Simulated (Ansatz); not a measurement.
**LiNbO₃: geometry relaxation (part 1 of 2)**

LiNbO₃ (R3c, 10 atoms in the cell), computed with DFT PBE, scalar-relativistic, plane waves, PAW, no spin polarisation (Ansatz 0.2.0).

The structure derives from an entry of the Crystallography Open Database.

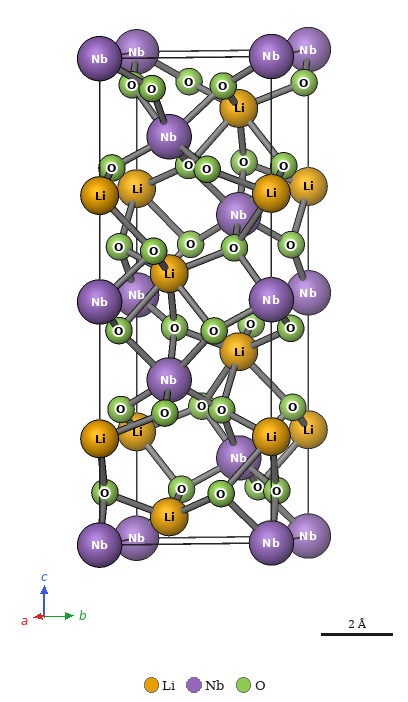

*The input geometry (ball-and-stick view of the cell 3 times as large as that of the calculation, set on its symmetry axes, seen at an oblique angle). An atom can appear more than once, as a periodic image.*

Near neighbours in the periodic cell (some may lie outside the picture): Li has 6 O at 2.07 to 2.24 Å; Nb has 6 O at 1.88 to 2.13 Å; O has 2 Li at 2.07 to 2.24 Å and 2 Nb at 1.88 to 2.13 Å.

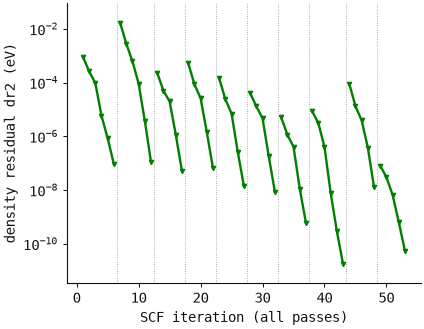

*Convergence of the self-consistent field: density residual dr2 against the SCF iteration. The dotted lines part the SCF passes of the relaxation: geometry steps, rejected trials and re-solves on a re-selected basis.*

The 10 passes take 5 to 6 iterations each, 53 in all.

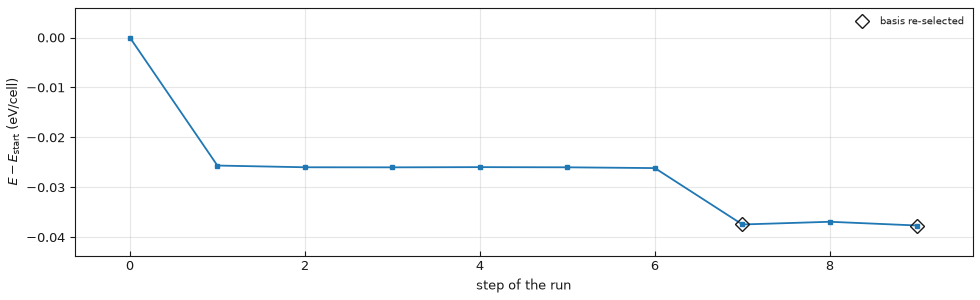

*Progress of the relaxation, step by step (the first geometry is step 0 here and step 1 in the log).*

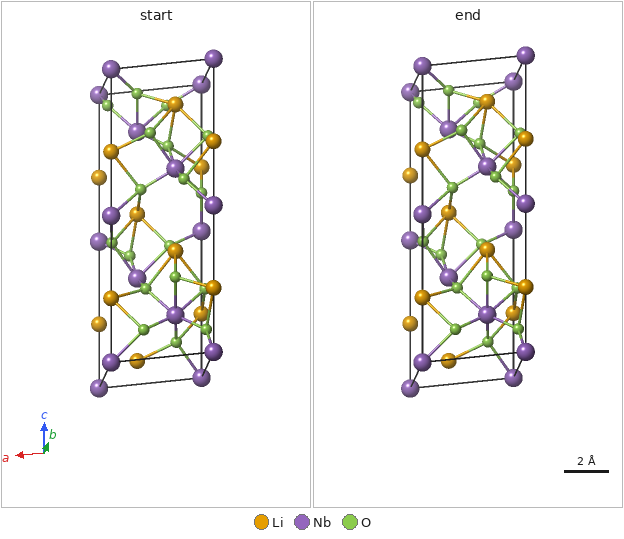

*Before (left) and after (right) the relaxation, at one scale (ball-and-stick view of the cell 3 times as large as that of the calculation, set on its symmetry axes, seen at an oblique angle).*

The largest moves relative to the cell, 0.009 Å, are those of O5, O6, O7, O8, O9 and O10. Largest moves by element: O 0.009 Å, Nb 0.006 Å, Li 0.001 Å. The drawn cell changes as follows: a = b 5.152 → 5.190 Å (+0.7 %), c 13.869 → 14.014 Å (+1.0 %); the volume changes by +2.5 %. Distances before and after: Nb3–O10 2.128 → 2.159 Å, Li1–O5 2.243 → 2.267 Å, Li1–O10 2.069 → 2.082 Å, Nb3–O5 1.878 → 1.885 Å. The space group stays R3c (No. 161). After 7 geometry steps the energy has fallen by 36.9 meV per cell of the calculation. The largest force component goes from 0.2 to 0.0032 eV/Å. Pressure: 4.64 GPa at the start and −0.01 GPa at the end. The basis was re-selected once at an unchanged geometry, which shifts the energy a little without any move. The energy change given includes the shifts at the re-selections in mid-walk, which come without any move. A last SCF at the same geometry on a re-selected plane-wave basis shifts the energy by −0.7 meV per cell of the calculation. (Atoms are counted from 1 in the order of the input.)

The input and output of the run follow.

Input file:
```yaml
crystal:
  lattice:
    - [2.5758, 1.4871388234, 4.623]
    - [-2.5758, 1.4871388234, 4.623]
    - [0.0, -2.9742776468, 4.623]
  atoms:
    - { symbol: Li, position: [0.2815, 0.2815, 0.2815] }
    - { symbol: Li, position: [0.7815, 0.7815, 0.7815] }
    - { symbol: Nb, position: [5.5e-05, 5.5e-05, 5.5e-05] }
    - { symbol: Nb, position: [0.500055, 0.500055, 0.500055] }
    - { symbol: O, position: [0.11231, 0.35836, 0.71959] }
    - { symbol: O, position: [0.71959, 0.11231, 0.35836] }
    - { symbol: O, position: [0.35836, 0.71959, 0.11231] }
    - { symbol: O, position: [0.21959, 0.85836, 0.61231] }
    - { symbol: O, position: [0.85836, 0.61231, 0.21959] }
    - { symbol: O, position: [0.61231, 0.21959, 0.85836] }
basis:
  ecutwfc: 420
kpoints:
  mp_grid: { grid: [6, 6, 6] }
hamiltonian:
  xc: pbe
scf:
  occupations: { method: gaussian, width: 0.02 }
output:
  forces: true
  stress: true
  eigenvalues: true
relax:
  adjacent_minimum: "off"
  f_tol: 0.005
  max_steps: 80
  cell: { stress_tol: 0.05 }
```

Launched with:
```bash
ansatz run input.yaml --threads 2 --pin off --max-ram 5120MiB --backend cpu --events-out ev --progress --plain --runs-dir out
```

What the program printed:
```
Engine: ansatz 0.2.0, x86_64-unknown-linux-gnu
Pseudopotentials: kind: paw
Pseudopotential: Li, paw, valence charge 3, recommended cutoff 420 eV (normal), Li.paw.azcp
Pseudopotential: Nb, paw, valence charge 13, recommended cutoff 420 eV (normal), Nb.paw.azcp
Pseudopotential: O, paw, valence charge 6, recommended cutoff 420 eV (normal), O.paw.azcp
Functional definition: PBE
  parameter kappa = 0.804
  parameter beta = 0.06672455060314922
  exchange = pbe_x(kappa = kappa, mu = beta*pi^2/3)
  correlation = pbe_c(beta = beta)
Crystal: 10 atoms, lattice volume = 106.252 Å³
Basis set: ecut = 420 eV, 2091 PW (Γ), exchange–correlation on 80×80×80 points (8 copies of the dense FFT grid, shifted against one another)
Bands: 44, of which v1, the nominal top of the filled ones, is band 34 counted from 1 (33 counted from 0)
Symmetry: 6 space group operations
Space group: R3c (ITA 161), of the structure as read, at distance tolerance 4.7e-5 Å
k-points: 32 of 216 (time reversal used)
Non-local potential: Li, projectors of the file, l = 0: 3, l = 1: 2, l = 2: 1
Non-local potential: Nb, projectors of the file, l = 0: 3, l = 1: 2, l = 2: 2, l = 3: 1
Non-local potential: O, projectors of the file, l = 0: 2, l = 1: 2, l = 2: 1
PAW form: soft (Blöchl's): semilocal exchange-correlation on the pseudo side does not see the compensation charge
PAW one-centre angular grid: Li, 110 points (default); XC on 64 Gauss nodes
PAW one-centre angular grid: Nb, 590 points (default); XC on 64 Gauss nodes
PAW one-centre angular grid: O, 110 points (default); XC on 64 Gauss nodes
Initial density: superposition of atomic densities (neutral atoms: chi_scale 0, normalization atom), corrected by the library's trained network
Initial wavefunctions: pseudopotential atomic-orbital guess
Functional: x = pbe(κ = 0.804, μ = 0.2195149727645171), c = pbe(β = 0.06672455060314922)
SCF iter   1: F=—  HF=-12929.441105 eV  |F-HF|=—  |Δ(HF+E_count)|=         —  Δρ=1.57e-3  dr2=9.09e-4  ethr=1.77e-3  ⟨swp⟩=6.2  Hψ=5740  notcnv=0  defer=1
preconditioner: auto → Resta (q_TF=auto, 2.533 Å⁻¹)  ε∞=5.5  [insulator: Δε(μ)=3.601 eV  Ē_g=11.714 eV  σ=0.020 eV  W_gap=1.00  n_scr=26 (ndim 8)  ℏωp=25.0 eV  f_vac=0.019  D(μ)=0.00/eV (n_scr^D=0)  ε∞_Penn≈5.5]
SCF iter   2: F=—  HF=-12929.442631 eV  |F-HF|=—  |Δ(HF+E_count)|=   1.53e-3  Δρ=8.60e-4  dr2=2.61e-4  ethr=1.34e-6  ⟨swp⟩=2.0  Hψ=2536  notcnv=0  defer=104
SCF iter   3: F=—  HF=-12929.443260 eV  |F-HF|=—  |Δ(HF+E_count)|=   6.29e-4  Δρ=3.81e-4  dr2=9.66e-5  ethr=3.84e-7  ⟨swp⟩=2.1  Hψ=2039  notcnv=0  defer=104
SCF iter   4: F=—  HF=-12929.443337 eV  |F-HF|=—  |Δ(HF+E_count)|=   7.72e-5  Δρ=6.95e-5  dr2=5.81e-6  ethr=1.42e-7  ⟨swp⟩=2.0  Hψ=1859  notcnv=0  defer=104
SCF iter   5: F=—  HF=-12929.443342 eV  |F-HF|=—  |Δ(HF+E_count)|=   4.61e-6  Δρ=2.43e-5  dr2=8.34e-7  ethr=8.55e-9  ⟨swp⟩=2.1  Hψ=1883  notcnv=0  defer=104
SCF iter   6: F=-12929.443342 eV  HF=-12929.443342 eV  |F-HF|=7.29e-8  |Δ(HF+E_count)|=   8.34e-7  Δρ=8.53e-6  dr2=9.03e-8  ethr=1.47e-10  ⟨swp⟩=8.1  Hψ=6270  notcnv=0
SCF 1 converged in 6 iterations: F = -12929.443342 eV  dr2 = 9.03e-8
  greatest PAW one-centre occupation: 1.000 electrons in one spin orbital (limit 2), on the Li atom at site 1 (counted from 0), in its partial waves of l = 0
relax step   1: F+E_penalty+E_count = -12929.44334247 eV  Δ(F+E_penalty+E_count) = +0.000e0 eV  max|allowed force component| = 1.998e-1 eV/Å  Δτ_max = 0.0000 Å  P = +4.635 GPa  Ω = 106.252 Å³  (6 SCF iters, dr2 threshold 1.00e-7 eV, accepted)
Crystal: 10 atoms, lattice volume = 108.451 Å³
Basis set: ecut = 420 eV, 2127 PW (Γ), exchange–correlation on 80×80×80 points (8 copies of the dense FFT grid, shifted against one another)
Initial density: handed on by an earlier stage of this run
Initial wavefunctions: those handed on with the density
iter 1 solved again at ethr=2.51e-5 eV; its pass at ethr=3.10e-3 eV (dr2=1.71e-2 eV) is discarded
SCF iter   1: F=—  HF=-12929.472858 eV  |F-HF|=—  |Δ(HF+E_count)|=         —  Δρ=4.63e-3  dr2=1.71e-2  ethr=2.51e-5  ⟨swp⟩=2.9  Hψ=6030  notcnv=0
preconditioner: auto → Resta (q_TF=auto, 2.524 Å⁻¹)  ε∞=5.6  [insulator: Δε(μ)=3.486 eV  Ē_g=11.505 eV  σ=0.020 eV  W_gap=1.00  n_scr=26 (ndim 8)  ℏωp=24.7 eV  f_vac=0.023  D(μ)=0.00/eV (n_scr^D=0)  ε∞_Penn≈5.6]
SCF iter   2: F=—  HF=-12929.469358 eV  |F-HF|=—  |Δ(HF+E_count)|=   3.50e-3  Δρ=1.74e-3  dr2=2.82e-3  ethr=2.51e-5  ⟨swp⟩=2.2  Hψ=2391  notcnv=0
SCF iter   3: F=—  HF=-12929.468984 eV  |F-HF|=—  |Δ(HF+E_count)|=   3.74e-4  Δρ=8.66e-4  dr2=6.15e-4  ethr=4.15e-6  ⟨swp⟩=2.5  Hψ=2036  notcnv=0
SCF iter   4: F=—  HF=-12929.468961 eV  |F-HF|=—  |Δ(HF+E_count)|=   2.33e-5  Δρ=2.94e-4  dr2=8.98e-5  ethr=9.04e-7  ⟨swp⟩=2.0  Hψ=2306  notcnv=0
SCF iter   5: F=—  HF=-12929.468974 eV  |F-HF|=—  |Δ(HF+E_count)|=   1.32e-5  Δρ=4.50e-5  dr2=3.66e-6  ethr=1.32e-7  ⟨swp⟩=2.0  Hψ=1943  notcnv=0
SCF iter   6: F=-12929.468977 eV  HF=-12929.468976 eV  |F-HF|=1.13e-7  |Δ(HF+E_count)|=   2.28e-6  Δρ=7.73e-6  dr2=1.06e-7  ethr=1.47e-9  ⟨swp⟩=6.1  Hψ=5470  notcnv=0
SCF 2 converged in 6 iterations: F = -12929.468977 eV  dr2 = 1.06e-7
  greatest PAW one-centre occupation: 1.000 electrons in one spin orbital (limit 2), on the Li atom at site 0 (counted from 0), in its partial waves of l = 0
relax step   2: F+E_penalty+E_count = -12929.46897651 eV  Δ(F+E_penalty+E_count) = -2.563e-2 eV  max|allowed force component| = 1.231e-1 eV/Å  Δτ_max = 0.0108 Å  P = +0.028 GPa  Ω = 108.451 Å³  energy of the carried Pulay correction = -8.783e-3 eV  (6 SCF iters, dr2 threshold 1.00e-6 eV, accepted)
Crystal: 10 atoms, lattice volume = 108.594 Å³
iter 1 solved again at ethr=3.13e-7 eV; its pass at ethr=3.10e-3 eV (dr2=2.13e-4 eV) is discarded
SCF iter   1: F=—  HF=-12929.469344 eV  |F-HF|=—  |Δ(HF+E_count)|=         —  Δρ=6.37e-4  dr2=2.28e-4  ethr=3.13e-7  ⟨swp⟩=2.6  Hψ=5854  notcnv=0
preconditioner: auto → Resta (q_TF=auto, 2.524 Å⁻¹)  ε∞=5.6  [insulator: Δε(μ)=3.525 eV  Ē_g=11.517 eV  σ=0.020 eV  W_gap=1.00  n_scr=26 (ndim 8)  ℏωp=24.7 eV  f_vac=0.021  D(μ)=0.00/eV (n_scr^D=0)  ε∞_Penn≈5.6]
SCF iter   2: F=—  HF=-12929.469319 eV  |F-HF|=—  |Δ(HF+E_count)|=   2.48e-5  Δρ=3.31e-4  dr2=4.93e-5  ethr=3.13e-7  ⟨swp⟩=2.7  Hψ=2361  notcnv=0
SCF iter   3: F=—  HF=-12929.469325 eV  |F-HF|=—  |Δ(HF+E_count)|=   5.60e-6  Δρ=1.46e-4  dr2=1.98e-5  ethr=7.24e-8  ⟨swp⟩=2.0  Hψ=1981  notcnv=0
SCF iter   4: F=—  HF=-12929.469323 eV  |F-HF|=—  |Δ(HF+E_count)|=   1.66e-6  Δρ=3.05e-5  dr2=1.11e-6  ethr=2.91e-8  ⟨swp⟩=2.7  Hψ=2118  notcnv=0
SCF iter   5: F=-12929.469323 eV  HF=-12929.469323 eV  |F-HF|=2.29e-8  |Δ(HF+E_count)|=   1.23e-7  Δρ=6.72e-6  dr2=4.92e-8  ethr=1.39e-9  ⟨swp⟩=5.1  Hψ=4882  notcnv=0
SCF 3 converged in 5 iterations: F = -12929.469323 eV  dr2 = 4.92e-8
relax step   3: F+E_penalty+E_count = -12929.46932332 eV  Δ(F+E_penalty+E_count) = -3.468e-4 eV  max|allowed force component| = 8.936e-2 eV/Å  Δτ_max = 0.0048 Å  P = -0.034 GPa  Ω = 108.594 Å³  energy of the carried Pulay correction = -9.347e-3 eV  (5 SCF iters, dr2 threshold 9.47e-7 eV, accepted)
Crystal: 10 atoms, lattice volume = 108.768 Å³
Basis set: ecut = 420 eV, 2139 PW (Γ), exchange–correlation on 80×80×80 points (8 copies of the dense FFT grid, shifted against one another)
iter 1 solved again at ethr=7.66e-7 eV; its pass at ethr=3.10e-3 eV (dr2=5.21e-4 eV) is discarded
SCF iter   1: F=—  HF=-12929.469439 eV  |F-HF|=—  |Δ(HF+E_count)|=         —  Δρ=6.97e-4  dr2=5.25e-4  ethr=7.66e-7  ⟨swp⟩=2.9  Hψ=5876  notcnv=0
preconditioner: auto → Resta (q_TF=auto, 2.523 Å⁻¹)  ε∞=5.6  [insulator: Δε(μ)=3.542 eV  Ē_g=11.518 eV  σ=0.020 eV  W_gap=1.00  n_scr=26 (ndim 8)  ℏωp=24.7 eV  f_vac=0.021  D(μ)=0.00/eV (n_scr^D=0)  ε∞_Penn≈5.6]
SCF iter   2: F=—  HF=-12929.469356 eV  |F-HF|=—  |Δ(HF+E_count)|=   8.28e-5  Δρ=3.57e-4  dr2=8.65e-5  ethr=7.66e-7  ⟨swp⟩=2.8  Hψ=2241  notcnv=0
SCF iter   3: F=—  HF=-12929.469340 eV  |F-HF|=—  |Δ(HF+E_count)|=   1.60e-5  Δρ=1.63e-4  dr2=2.58e-5  ethr=1.27e-7  ⟨swp⟩=2.0  Hψ=1925  notcnv=0
SCF iter   4: F=—  HF=-12929.469338 eV  |F-HF|=—  |Δ(HF+E_count)|=   2.03e-6  Δρ=3.22e-5  dr2=1.42e-6  ethr=3.80e-8  ⟨swp⟩=2.6  Hψ=1958  notcnv=0
SCF iter   5: F=-12929.469338 eV  HF=-12929.469338 eV  |F-HF|=1.70e-8  |Δ(HF+E_count)|=   2.16e-8  Δρ=7.32e-6  dr2=6.42e-8  ethr=7.34e-10  ⟨swp⟩=5.7  Hψ=5505  notcnv=0
SCF 4 converged in 5 iterations: F = -12929.469338 eV  dr2 = 6.42e-8
relax step   4: F+E_penalty+E_count = -12929.46933815 eV  Δ(F+E_penalty+E_count) = -1.483e-5 eV  max|allowed force component| = 3.865e-2 eV/Å  Δτ_max = 0.0049 Å  P = -0.040 GPa  Ω = 108.768 Å³  energy of the carried Pulay correction = -1.003e-2 eV  (5 SCF iters, dr2 threshold 4.99e-7 eV, accepted)
Crystal: 10 atoms, lattice volume = 108.826 Å³
iter 1 solved again at ethr=1.95e-7 eV; its pass at ethr=3.10e-3 eV (dr2=1.32e-4 eV) is discarded
SCF iter   1: F=—  HF=-12929.469340 eV  |F-HF|=—  |Δ(HF+E_count)|=         —  Δρ=3.20e-4  dr2=1.43e-4  ethr=1.95e-7  ⟨swp⟩=2.9  Hψ=5598  notcnv=0
preconditioner: auto → Resta (q_TF=auto, 2.523 Å⁻¹)  ε∞=5.6  [insulator: Δε(μ)=3.558 eV  Ē_g=11.523 eV  σ=0.020 eV  W_gap=1.00  n_scr=26 (ndim 8)  ℏωp=24.7 eV  f_vac=0.021  D(μ)=0.00/eV (n_scr^D=0)  ε∞_Penn≈5.6]
SCF iter   2: F=—  HF=-12929.469312 eV  |F-HF|=—  |Δ(HF+E_count)|=   2.76e-5  Δρ=1.64e-4  dr2=2.38e-5  ethr=1.95e-7  ⟨swp⟩=2.4  Hψ=2094  notcnv=0
SCF iter   3: F=—  HF=-12929.469299 eV  |F-HF|=—  |Δ(HF+E_count)|=   1.32e-5  Δρ=7.39e-5  dr2=6.89e-6  ethr=3.50e-8  ⟨swp⟩=2.0  Hψ=1994  notcnv=0
SCF iter   4: F=—  HF=-12929.469297 eV  |F-HF|=—  |Δ(HF+E_count)|=   1.57e-6  Δρ=1.57e-5  dr2=2.58e-7  ethr=1.01e-8  ⟨swp⟩=2.1  Hψ=1938  notcnv=0
SCF iter   5: F=-12929.469297 eV  HF=-12929.469297 eV  |F-HF|=3.42e-9  |Δ(HF+E_count)|=   1.36e-9  Δρ=3.13e-6  dr2=1.36e-8  ethr=1.37e-10  ⟨swp⟩=5.0  Hψ=5458  notcnv=0
SCF 5 converged in 5 iterations: F = -12929.469297 eV  dr2 = 1.36e-8
relax step   5: F+E_penalty+E_count = -12929.46929719 eV  Δ(F+E_penalty+E_count) = +4.096e-5 eV  max|allowed force component| = 1.301e-2 eV/Å  Δτ_max = 0.0014 Å  P = -0.014 GPa  Ω = 108.826 Å³  energy of the carried Pulay correction = -1.026e-2 eV  (5 SCF iters, dr2 threshold 9.34e-8 eV, accepted)
Crystal: 10 atoms, lattice volume = 108.831 Å³
iter 1 solved again at ethr=5.64e-8 eV; its pass at ethr=3.10e-3 eV (dr2=3.83e-5 eV) is discarded
SCF iter   1: F=—  HF=-12929.469340 eV  |F-HF|=—  |Δ(HF+E_count)|=         —  Δρ=2.48e-4  dr2=4.03e-5  ethr=5.64e-8  ⟨swp⟩=2.0  Hψ=5148  notcnv=0
preconditioner: auto → Resta (q_TF=auto, 2.523 Å⁻¹)  ε∞=5.6  [insulator: Δε(μ)=3.570 eV  Ē_g=11.524 eV  σ=0.020 eV  W_gap=1.00  n_scr=26 (ndim 8)  ℏωp=24.7 eV  f_vac=0.021  D(μ)=0.00/eV (n_scr^D=0)  ε∞_Penn≈5.6]
SCF iter   2: F=—  HF=-12929.469331 eV  |F-HF|=—  |Δ(HF+E_count)|=   9.07e-6  Δρ=1.33e-4  dr2=1.29e-5  ethr=5.64e-8  ⟨swp⟩=2.5  Hψ=2080  notcnv=0
SCF iter   3: F=—  HF=-12929.469330 eV  |F-HF|=—  |Δ(HF+E_count)|=   1.03e-6  Δρ=6.98e-5  dr2=4.66e-6  ethr=1.89e-8  ⟨swp⟩=2.3  Hψ=2043  notcnv=0
SCF iter   4: F=—  HF=-12929.469331 eV  |F-HF|=—  |Δ(HF+E_count)|=   1.04e-6  Δρ=1.32e-5  dr2=1.79e-7  ethr=6.86e-9  ⟨swp⟩=2.3  Hψ=2036  notcnv=0
SCF iter   5: F=-12929.469331 eV  HF=-12929.469331 eV  |F-HF|=4.43e-9  |Δ(HF+E_count)|=   4.03e-8  Δρ=2.53e-6  dr2=8.34e-9  ethr=1.56e-11  ⟨swp⟩=3.1  Hψ=5385  notcnv=0
SCF 6 converged in 5 iterations: F = -12929.469331 eV  dr2 = 8.34e-9
relax step   6: F+E_penalty+E_count = -12929.46933112 eV  Δ(F+E_penalty+E_count) = -3.393e-5 eV  max|allowed force component| = 3.709e-3 eV/Å  Δτ_max = 0.0026 Å  P = -0.053 GPa  Ω = 108.831 Å³  energy of the carried Pulay correction = -1.028e-2 eV  (5 SCF iters, dr2 threshold 1.06e-8 eV, accepted)
Crystal: 10 atoms, lattice volume = 108.794 Å³
iter 1 solved again at ethr=8.90e-9 eV; its pass at ethr=3.10e-3 eV (dr2=6.05e-6 eV) is discarded
SCF iter   1: F=—  HF=-12929.469496 eV  |F-HF|=—  |Δ(HF+E_count)|=         —  Δρ=7.93e-5  dr2=5.19e-6  ethr=8.90e-9  ⟨swp⟩=2.1  Hψ=5767  notcnv=0
preconditioner: auto → Resta (q_TF=auto, 2.523 Å⁻¹)  ε∞=5.6  [insulator: Δε(μ)=3.572 eV  Ē_g=11.527 eV  σ=0.020 eV  W_gap=1.00  n_scr=26 (ndim 8)  ℏωp=24.7 eV  f_vac=0.021  D(μ)=0.00/eV (n_scr^D=0)  ε∞_Penn≈5.6]
SCF iter   2: F=—  HF=-12929.469488 eV  |F-HF|=—  |Δ(HF+E_count)|=   8.45e-6  Δρ=3.99e-5  dr2=1.15e-6  ethr=7.64e-9  ⟨swp⟩=2.0  Hψ=1956  notcnv=0
SCF iter   3: F=—  HF=-12929.469487 eV  |F-HF|=—  |Δ(HF+E_count)|=   1.10e-7  Δρ=2.08e-5  dr2=4.04e-7  ethr=1.69e-9  ⟨swp⟩=2.3  Hψ=2051  notcnv=0
SCF iter   4: F=—  HF=-12929.469487 eV  |F-HF|=—  |Δ(HF+E_count)|=   2.60e-8  Δρ=3.25e-6  dr2=1.13e-8  ethr=5.95e-10  ⟨swp⟩=2.5  Hψ=2273  notcnv=0
SCF iter   5: F=-12929.469487 eV  HF=-12929.469487 eV  |F-HF|=2.82e-10  |Δ(HF+E_count)|=   2.82e-9  Δρ=7.48e-7  dr2=6.04e-10  ethr=1.65e-11  ⟨swp⟩=4.0  Hψ=4141  notcnv=0
SCF 7 converged in 5 iterations: F = -12929.469487 eV  dr2 = 6.04e-10
relax step   7: F+E_penalty+E_count = -12929.46948739 eV  Δ(F+E_penalty+E_count) = -1.563e-4 eV  max|allowed force component| = 9.784e-4 eV/Å  Δτ_max = 0.0005 Å  P = -0.002 GPa  Ω = 108.794 Å³  energy of the carried Pulay correction = -1.014e-2 eV  (5 SCF iters, dr2 threshold 1.12e-8 eV, accepted)
Initial wavefunctions: pseudopotential atomic-orbital guess (no wavefunctions were taken with the density)
iter 1 solved again at ethr=4.69e-8 eV; its pass at ethr=3.10e-3 eV (dr2=3.19e-5 eV) is discarded
SCF iter   1: F=—  HF=-12929.480371 eV  |F-HF|=—  |Δ(HF+E_count)|=         —  Δρ=2.68e-4  dr2=8.58e-6  ethr=4.69e-8  ⟨swp⟩=3.3  Hψ=9437  notcnv=0
preconditioner: auto → Resta (q_TF=auto, 2.523 Å⁻¹)  ε∞=5.6  [insulator: Δε(μ)=3.571 eV  Ē_g=11.527 eV  σ=0.020 eV  W_gap=1.00  n_scr=26 (ndim 8)  ℏωp=24.7 eV  f_vac=0.021  D(μ)=0.00/eV (n_scr^D=0)  ε∞_Penn≈5.6]
SCF iter   2: F=—  HF=-12929.480675 eV  |F-HF|=—  |Δ(HF+E_count)|=   3.04e-4  Δρ=1.32e-4  dr2=3.12e-6  ethr=1.26e-8  ⟨swp⟩=2.2  Hψ=2166  notcnv=0
SCF iter   3: F=—  HF=-12929.480762 eV  |F-HF|=—  |Δ(HF+E_count)|=   8.67e-5  Δρ=6.06e-5  dr2=4.00e-7  ethr=4.58e-9  ⟨swp⟩=2.8  Hψ=2000  notcnv=0
SCF iter   4: F=—  HF=-12929.480782 eV  |F-HF|=—  |Δ(HF+E_count)|=   2.08e-5  Δρ=3.94e-6  dr2=7.66e-9  ethr=5.89e-10  ⟨swp⟩=2.0  Hψ=2176  notcnv=0
SCF iter   5: F=—  HF=-12929.480783 eV  |F-HF|=—  |Δ(HF+E_count)|=   1.27e-8  Δρ=5.25e-7  dr2=2.88e-10  ethr=1.13e-11  ⟨swp⟩=2.0  Hψ=1984  notcnv=0
SCF iter   6: F=-12929.480783 eV  HF=-12929.480783 eV  |F-HF|=0.00e0  |Δ(HF+E_count)|=  8.39e-10  Δρ=1.18e-7  dr2=1.73e-11  ethr=1.00e-12  ⟨swp⟩=4.0  Hψ=4387  notcnv=0
SCF 8 converged in 6 iterations: F = -12929.480783 eV  dr2 = 1.73e-11
```
